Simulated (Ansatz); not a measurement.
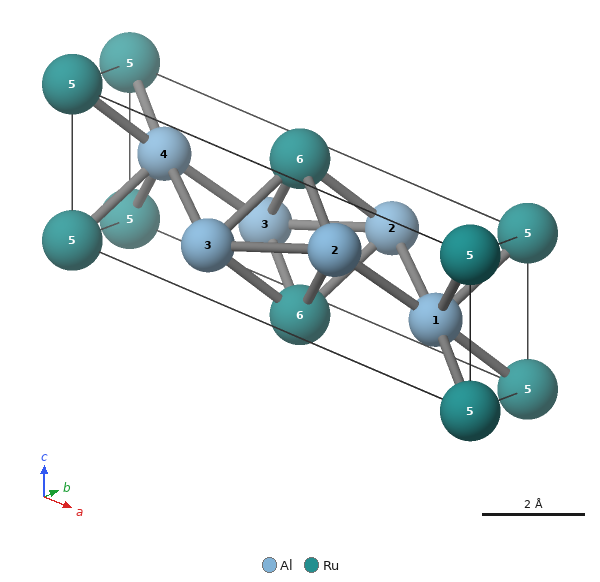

*The starting structure (ball-and-stick view of the cell of the calculation, set on other vectors, seen slightly off an axis; atoms are numbered from 1 in the order of the input). An atom can appear more than once, as a periodic image.*

**Run report: Al₂Ru, geometry relaxation**

System: Al₂Ru (C2/m, 6 atoms in the cell).
Method: DFT r2SCAN, scalar-relativistic, plane waves, PAW, no spin polarisation (Ansatz 0.2.0).

The structure derives from a Materials Project entry. It belongs to a series of runs on one base structure; here: shear of c along a, cell held, atoms relaxed: +2.0 %. Figures and captions count atoms from 1; the log counts them from 0 in places.

### The program's output
```
Warning: output.stress: scf.convergence.dr2_threshold = 6.4e-8 eV (the default of a walk held to its f_tol) is looser than the 6e-10 eV advised for a printed stress (1e-10 eV for each atom of the cell: 6). What an SCF threshold leaves in a stress goes as its square root, and in the free energy as the threshold itself, and one threshold admits the most on a small cell: of the crystals measured, under no hybrid functional and no lock of the moments, on runs that ended without the residual-converged pass, on stresses that held no estimate of that error, the worst erred by over 100 MPa in a component at 1e-7 eV an atom and by under 5 at 1e-10. Every solve of this run answers to scf.convergence.dr2_threshold, and the tensor of one is reported: a single SCF on the reported geometry and on this run's grids (its basis.xc_grid and basis.ecutrho_ratio typed), with scf.convergence.dr2_threshold at 6e-10 eV or tighter, prints it and tightens no other solve. Else set scf.convergence.dr2_threshold to 6e-10 eV or tighter. The threshold is an SCF's pass mark: one that does not reach it within its budget of iterations ends unconverged, or closes short of it on a stop that the run arms, and scf.convergence.dr2_threshold's page says what that costs each kind of run
Engine: ansatz 0.2.0, x86_64-unknown-linux-gnu
Pseudopotentials: kind: paw
Pseudopotential: Al, paw, valence charge 3, recommended cutoff 500 eV (meta_gga), Al.paw.azcp
Pseudopotential: Ru, paw, valence charge 16, recommended cutoff 500 eV (meta_gga), Ru.paw.azcp
Functional definition: r2SCAN
  parameter k0 = 0.174
  parameter k1 = 0.065
  parameter a1 = 4.9479
  exchange = r2scan_x(k0 = k0, k1 = k1, a1 = a1)
  correlation = r2scan_c
Crystal: 6 atoms, lattice volume = 82.303 Å³
Basis set: ecut = 500 eV, 2095 PW (Γ), exchange–correlation on 96×96×256 points (64 copies of the dense FFT grid, shifted against one another)
Bands: 28, of which v1, the nominal top of the filled ones, is band 22 counted from 1 (21 counted from 0)
Symmetry: 8 space group operations
Space group: C2/m (ITA 12), of the structure as read, at distance tolerance 4.3e-5 Å
k-points: 182 of 576
Non-local potential: Al, projectors of the file, l = 0: 2, l = 1: 2, l = 2: 1
Non-local potential: Ru, projectors of the file, l = 0: 3, l = 1: 2, l = 2: 2, l = 3: 1
PAW form: soft (Blöchl's): semilocal exchange-correlation on the pseudo side does not see the compensation charge
PAW frozen core: Al, regenerated for the run's functional (the file was generated under x = pbe(κ = 0.804, μ = 0.2195149727645171), c = pbe(β = 0.06672455060314922))
PAW frozen core: Ru, regenerated for the run's functional (the file was generated under x = pbe(κ = 0.804, μ = 0.2195149727645171), c = pbe(β = 0.06672455060314922))
PAW one-centre angular grid: Al, 302 points (default); XC on 160 Gauss nodes
PAW one-centre angular grid: Ru, 590 points (default); XC on 160 Gauss nodes
Initial density: superposition of atomic densities (neutral atoms: chi_scale 0, normalization atom), corrected by the library's trained network
Initial wavefunctions: pseudopotential atomic-orbital guess
Functional: x = r2scan, c = r2scan; τ floored in thin density (d = 2e-4 eV/Å³)
SCF iter   1: F=—  HF=-13947.484433 eV  |F-HF|=—  |Δ(HF+E_count)|=         —  Δρ=8.56e-3  dr2=3.30e-2  dr2_τ=7.25e-2  ethr=1.77e-3  ⟨swp⟩=6.9  Hψ=24109  notcnv=0
preconditioner: auto → Kerker (q_TF=auto, 2.458 Å⁻¹)  [metal: Δε(μ)=0.110 eV  Ē_g=7.043 eV  σ=0.100 eV  W_gap=0.49  n_scr=18 (ndim 8)  ℏωp=21.7 eV  f_vac=0.000  D(μ)=0.28/eV (n_scr^D=2)]
SCF iter   2: F=—  HF=-13947.532290 eV  |F-HF|=—  |Δ(HF+E_count)|=   4.79e-2  Δρ=4.88e-3  dr2=1.33e-2  dr2_τ=2.95e-4  ethr=7.50e-5  ⟨swp⟩=2.0  Hψ=9928  notcnv=0  defer=264
SCF iter   3: F=—  HF=-13947.529560 eV  |F-HF|=—  |Δ(HF+E_count)|=   2.73e-3  Δρ=1.70e-3  dr2=2.65e-3  dr2_τ=4.56e-4  ethr=3.02e-5  ⟨swp⟩=2.5  Hψ=8373  notcnv=0  defer=264
SCF iter   4: F=—  HF=-13947.529058 eV  |F-HF|=—  |Δ(HF+E_count)|=   5.02e-4  Δρ=4.71e-4  dr2=1.18e-4  dr2_τ=1.37e-5  ethr=6.03e-6  ⟨swp⟩=2.4  Hψ=7604  notcnv=0  defer=264
SCF iter   5: F=—  HF=-13947.529038 eV  |F-HF|=—  |Δ(HF+E_count)|=   1.98e-5  Δρ=1.15e-4  dr2=1.31e-5  dr2_τ=6.53e-7  ethr=2.68e-7  ⟨swp⟩=2.7  Hψ=8774  notcnv=0  defer=264
SCF iter   6: F=-13947.529034 eV  HF=-13947.529034 eV  |F-HF|=2.42e-7  |Δ(HF+E_count)|=   3.97e-6  Δρ=2.55e-5  dr2=6.18e-7  dr2_τ=2.01e-8  ethr=3.64e-9  ⟨swp⟩=7.0  Hψ=23097  notcnv=0
SCF 1 converged in 6 iterations: F = -13947.529034 eV  dr2 = 6.18e-7
  greatest PAW one-centre occupation: 0.997 electrons in one spin orbital (limit 2), on the Ru atom at site 5 (counted from 0), in its partial waves of l = 1
relax step   1: F+E_penalty+E_count = -13947.52903357 eV  Δ(F+E_penalty+E_count) = +0.000e0 eV  max|allowed force component| = 7.992e-3 eV/Å  Δτ_max = 0.0000 Å  (6 SCF iters, dr2 threshold 1.60e-6 eV, accepted)
Initial density: handed on by an earlier stage of this run
Initial wavefunctions: those handed on with the density
iter 1 solved again at ethr=1.40e-9 eV; its pass at ethr=3.10e-3 eV (dr2=6.18e-7 eV) is discarded
SCF iter   1: F=—  HF=-13947.529034 eV  |F-HF|=—  |Δ(HF+E_count)|=         —  Δρ=2.55e-5  dr2=6.18e-7  dr2_τ=2.01e-8  ethr=1.40e-9  ⟨swp⟩=1.0  Hψ=14568  notcnv=0
preconditioner: auto → Kerker (q_TF=auto, 2.458 Å⁻¹)  [metal: Δε(μ)=0.091 eV  Ē_g=7.043 eV  σ=0.100 eV  W_gap=0.40  n_scr=18 (ndim 8)  ℏωp=21.7 eV  f_vac=0.000  D(μ)=0.29/eV (n_scr^D=2)]
SCF iter   2: F=—  HF=-13947.529034 eV  |F-HF|=—  |Δ(HF+E_count)|=   3.19e-8  Δρ=1.58e-5  dr2=2.29e-7  dr2_τ=7.27e-9  ethr=1.40e-9  ⟨swp⟩=1.0  Hψ=4832  notcnv=0
SCF iter   3: F=-13947.529034 eV  HF=-13947.529034 eV  |F-HF|=3.65e-8  |Δ(HF+E_count)|=   3.99e-8  Δρ=6.57e-6  dr2=5.36e-8  dr2_τ=6.86e-9  ethr=1.45e-10  ⟨swp⟩=3.0  Hψ=18491  notcnv=0
SCF 2 converged in 3 iterations: F = -13947.529034 eV  dr2 = 5.36e-8
relax step   2: F+E_penalty+E_count = -13947.52903370 eV  Δ(F+E_penalty+E_count) = -1.333e-7 eV  max|allowed force component| = 7.996e-3 eV/Å  Δτ_max = 0.0000 Å  (3 SCF iters, accepted)
iter 1 solved again at ethr=1.22e-10 eV; its pass at ethr=3.10e-3 eV (dr2=5.36e-8 eV) is discarded
SCF iter   1: F=—  HF=-13947.529034 eV  |F-HF|=—  |Δ(HF+E_count)|=         —  Δρ=6.57e-6  dr2=5.36e-8  dr2_τ=6.87e-9  ethr=1.22e-10  ⟨swp⟩=1.0  Hψ=20032  notcnv=0
SCF iter   2: F=-13947.529034 eV  HF=-13947.529034 eV  |F-HF|=5.46e-9  |Δ(HF+E_count)|=   7.39e-9  Δρ=3.08e-6  dr2=1.09e-8  dr2_τ=9.44e-10  ethr=1.22e-10  ⟨swp⟩=3.8  Hψ=14334  notcnv=0
SCF 3 converged in 2 iterations: F = -13947.529034 eV  dr2 = 1.09e-8
```

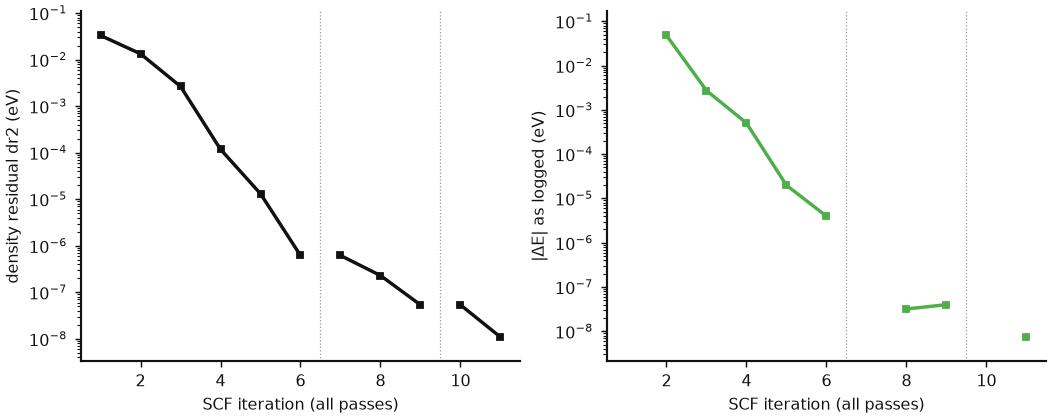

*Convergence of the self-consistent field: density residual dr2 and size of the energy change against the SCF iteration. Dotted lines part the SCF passes that the log prints in full.*

```
SCF converged after 2 iterations
Free energy (F): -13947.529034 eV
Harris-Foulkes:  -13947.529034 eV  (|F-HF|=5.46e-9)
Internal energy: -13947.527574 eV  (E = F + TS)
E sigma→0 (E₀):  -13947.528304 eV
Entropy (-TS):   -0.001460 eV (-0.243 meV/atom)
Fermi energy:    14.133186 eV
--- Per-component energies (eV) ---
  E_band       = -323.106118
  E_kinetic    = 1133.450456
  E_local      = -4287.328959  (includes V_loc(G=0)·N_el)
  E_nonlocal   = 724.779349
  E_hartree    = 1601.241975
  E_xc         = -521.288262
  E_vxc        = -667.642017  (∫ρ·V_xc dr)
  E_paw        = -8851.970206  (= ΣΔE_a)
  E_vpaw       = -472.414625  (= ΣTr[D̂ρ^β])
  E_aug_tail   = 0.000171  (compensation charges beyond the density's cutoff)
  E_vtau       = 43.565541  (kinetic-family band-sum trace: ∫τ·v_τ [+ j·A + Jᵃ·Aᵃ] dr)
  E_ewald      = -3745.549755
  E_core_change = -0.862343  (= ΣΔE_core)
  E_smearing   = -0.001460  (= −TS)
  E_closure    = -0.000000  (closes the sum)
  Σ components = -13947.529034   (vs F -13947.529034, Δ=0.00e0)
--- Forces (eV/Å), atoms counted from 1 ---
  atom   1  Al     0.00799761     0.00000000    -0.00702917
  atom   2  Al    -0.00799761     0.00000000     0.00702917
  atom   3  Al     0.00799761     0.00000000    -0.00702917
  atom   4  Al    -0.00799761     0.00000000     0.00702917
  atom   5  Ru     0.00000000     0.00000000     0.00000000
  atom   6  Ru     0.00000000     0.00000000     0.00000000
  max |Σ_I F_I| component: 1.73e-18 eV/Å
--- Stress (GPa, compression-positive) ---
        0.005392       0.000000      -3.673378
        0.000000       0.084528       0.000000
       -3.673379       0.000000       0.062317
  P = ⅓ Tr σ = 0.0507 GPa (0.507 kbar)
--- Band table (eV; the first three rows and the last of 182) ---
  k-point 0: bands = ["-60.7426", "-60.7426", "-29.9803", "-29.9802", "-29.9799", "-29.9798", "-29.9091", "-29.9063", "2.5186", "4.4484", "5.1612", "8.3250", "9.9624", "10.1451", "11.3251", "11.8937", "11.8989", "12.0013", "12.3399", "12.3412", "12.9317", "12.9582", "16.6080", "17.4399", "17.4453", "18.8184", "20.5306", "20.5317"]
  k-point 1: bands = ["-60.7426", "-60.7426", "-29.9803", "-29.9802", "-29.9799", "-29.9799", "-29.9087", "-29.9067", "2.6677", "3.7967", "5.9679", "7.9647", "9.9880", "10.1171", "11.3956", "11.8522", "11.9510", "11.9579", "12.2649", "12.2668", "12.9355", "12.9542", "17.1584", "17.6963", "17.7003", "19.0068", "19.4063", "19.4212"]
  k-point 2: bands = ["-60.7426", "-60.7426", "-29.9802", "-29.9802", "-29.9799", "-29.9799", "-29.9077", "-29.9077", "3.1059", "3.1059", "7.0648", "7.0648", "10.0514", "10.0514", "11.5918", "11.5918", "12.0992", "12.0992", "12.1029", "12.1029", "12.9448", "12.9448", "18.3626", "18.3626", "18.3968", "18.3968", "18.5175", "18.5175"]
  k-point 181: bands = ["-60.7231", "-60.7231", "-30.1076", "-30.1076", "-30.1071", "-30.1071", "-29.8779", "-29.8779", "7.2086", "7.2086", "9.0639", "9.0639", "9.0650", "9.0650", "10.5320", "10.5320", "12.1629", "12.1629", "12.1746", "12.1746", "13.5822", "13.5822", "14.4844", "14.4844", "15.5491", "15.5491", "17.6192", "17.6192"]
--- Relaxed structure (2 steps of the walk, 2 accepted, 0 SCFs on fresh bases) ---
  F+E_penalty+E_count = -13947.52903370 eV   max|allowed force component| = 7.996e-3 eV/Å
  atoms:
    - { symbol: Al, position: [0.49999999999999994, 0.49999999999999994, 0.15909403509999998] }
    - { symbol: Al, position: [0.0, 0.0, 0.34090596489999997] }
    - { symbol: Al, position: [0.0, 0.0, 0.6590940351] }
    - { symbol: Al, position: [0.5, 0.49999999999999994, 0.8409059648999999] }
    - { symbol: Ru, position: [0.0, 0.0, 0.0] }
    - { symbol: Ru, position: [0.5, 0.49999999999999994, 0.49999999999999994] }
```

### Trajectory as extended XYZ (Å, eV, eV/Å), 2 frames, from step=1 to step=2
```
6
Lattice="3.1218 0.0000 0.0000 0.0000 3.1218 0.0000 0.1689 0.0000 8.4450" Properties=species:S:1:pos:R:3:forces:R:3 step=1 energy=-13947.52903
Al    1.5878    1.5609    1.3435    0.0080   0.0000  -0.0069
Al    0.0576    0.0000    2.8789   -0.0080   0.0000   0.0069
Al    0.1113    0.0000    5.5660    0.0080   0.0000  -0.0069
Al    1.7029    1.5609    7.1014   -0.0080   0.0000   0.0069
Ru    0.0000    0.0000    0.0000    0.0000   0.0000   0.0000
Ru    1.6454    1.5609    4.2225    0.0000   0.0000   0.0000
6
Lattice="3.1218 0.0000 0.0000 0.0000 3.1218 0.0000 0.1689 0.0000 8.4450" Properties=species:S:1:pos:R:3:forces:R:3 step=2 energy=-13947.52903
Al    1.5878    1.5609    1.3435    0.0080   0.0000  -0.0070
Al    0.0576    0.0000    2.8789   -0.0080   0.0000   0.0070
Al    0.1113    0.0000    5.5660    0.0080   0.0000  -0.0070
Al    1.7029    1.5609    7.1014   -0.0080   0.0000   0.0070
Ru    0.0000    0.0000    0.0000    0.0000   0.0000   0.0000
Ru    1.6454    1.5609    4.2225    0.0000   0.0000   0.0000
```

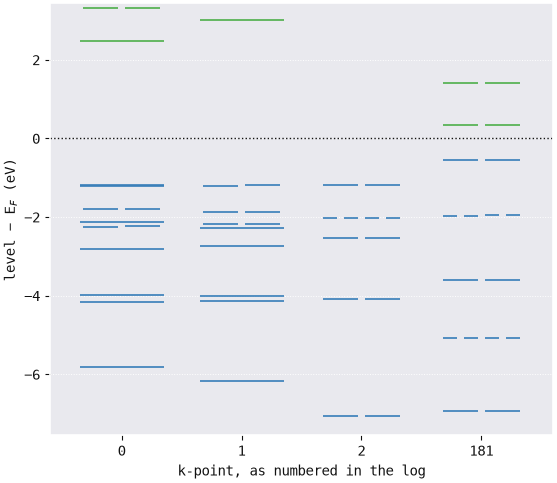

*Kohn–Sham levels near the Fermi level (dotted) at the few k-points that the log prints; levels within 0.02 eV of each other stand side by side.*

The system is metallic on the full mesh.

This output came from the following input.

### The input
```yaml
crystal:
  lattice:
    - [3.1218205062, 0.0, 0.0]
    - [0.0, 3.1218205062, 0.0]
    - [0.1688996687, 0.0, 8.4449834362]
  atoms:
    - { symbol: Al, position: [0.5, 0.5, 0.1590940351] }
    - { symbol: Al, position: [0.0, 0.0, 0.3409059649] }
    - { symbol: Al, position: [0.0, 0.0, 0.6590940351] }
    - { symbol: Al, position: [0.5, 0.5, 0.8409059649] }
    - { symbol: Ru, position: [0.0, 0.0, 0.0] }
    - { symbol: Ru, position: [0.5, 0.5, 0.5] }
basis:
  ecutwfc: 500
kpoints:
  mp_grid: { grid: [12, 12, 4] }
hamiltonian:
  xc: r2scan
scf:
  occupations: { method: gaussian, width: 0.1 }
output:
  forces: true
  stress: true
  eigenvalues: true
relax:
  adjacent_minimum: "off"
  f_tol: 0.008
  max_steps: 40
```

Run as:
```bash
ansatz run input.yaml --threads 1 --pin off --max-ram 2560MiB --backend cpu --events-out ev --progress --plain --runs-dir out
```

### Results in brief

| quantity | value |
| --- | --- |
| outcome | converged |
| space group (tolerance 0.01 Å) | C2/m (12) |
| electrons treated | 44 |
| free energy | −13947.5290 eV |
| Fermi energy | 14.133 eV |
| gap on the k-point mesh | none (metallic) |
| pressure | 0.05 GPa |
| final volume | 82.30 Å³ |
| largest force (length of the vector) at the end | 0.011 eV/Å |
| final cell | a = 3.122 Å, b = 3.122 Å, c = 8.447 Å, α = 90.00°, β = 88.85°, γ = 90.00° |
| hardware | 1 thread of AMD EPYC (Zen 3), 189 GiB of memory available, shared host |
| wall time | 3.4 min |
| peak memory | 0.81 GiB |

Warnings of the run: the SCF threshold is looser than advised for the printed stress.
